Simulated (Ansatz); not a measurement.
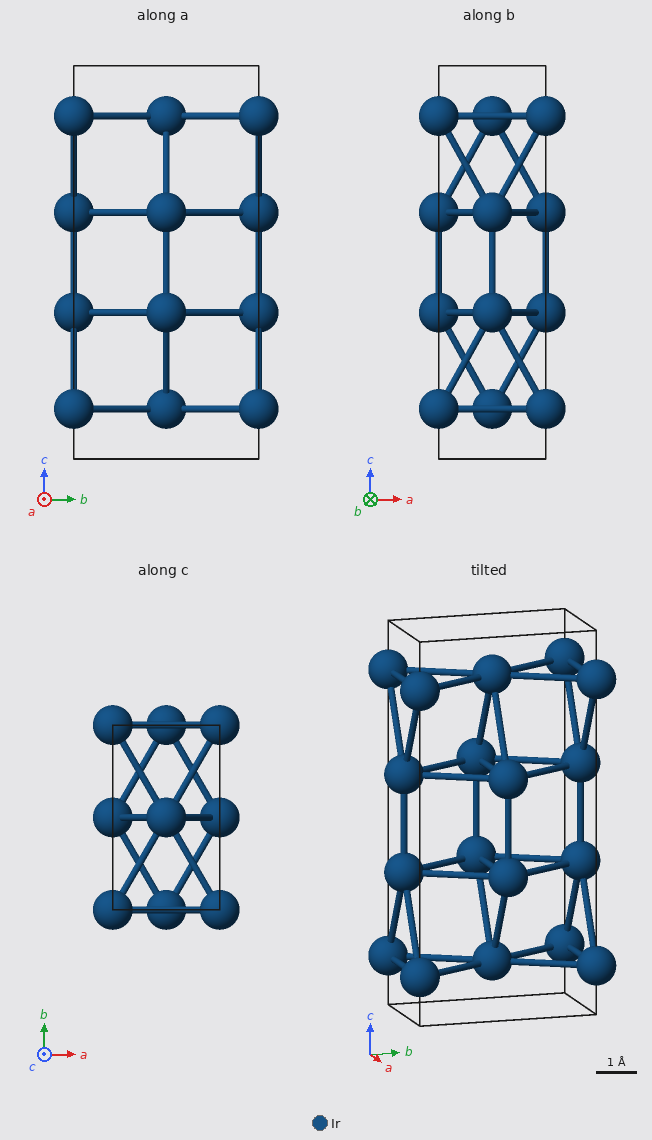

View along the a axis, along the b axis, along the c axis and slightly off an axis, drawn as a ball-and-stick model. One conventional unit cell is framed, with atoms on its boundary repeated.

Lattice parameters: a = 2.684 Å, b = 4.637 Å, c = 9.863 Å, α = 90.00°, β = 90.00°, γ = 90.00°. Put a along x and b in the xy plane.

Question: From the views, write a POSCAR file, with free fractional coordinates to two decimals.

Answer:
```
Ir
1.0
     2.684    0.000    0.000
     0.000    4.637    0.000
     0.000    0.000    9.863
Ir
8
Direct
  0.50 0.00 0.37
  0.00 0.00 0.13
  0.50 0.50 0.87
  0.00 0.50 0.63
  0.00 0.00 0.87
  0.50 0.00 0.63
  0.00 0.50 0.37
  0.50 0.50 0.13
```

The model was built from a structure type filled with this element by a generator (whether the element takes this form wasn't checked). It is drawn as it came out of a relaxation with DFT PBE, scalar-relativistic, plane waves, PAW in Ansatz.
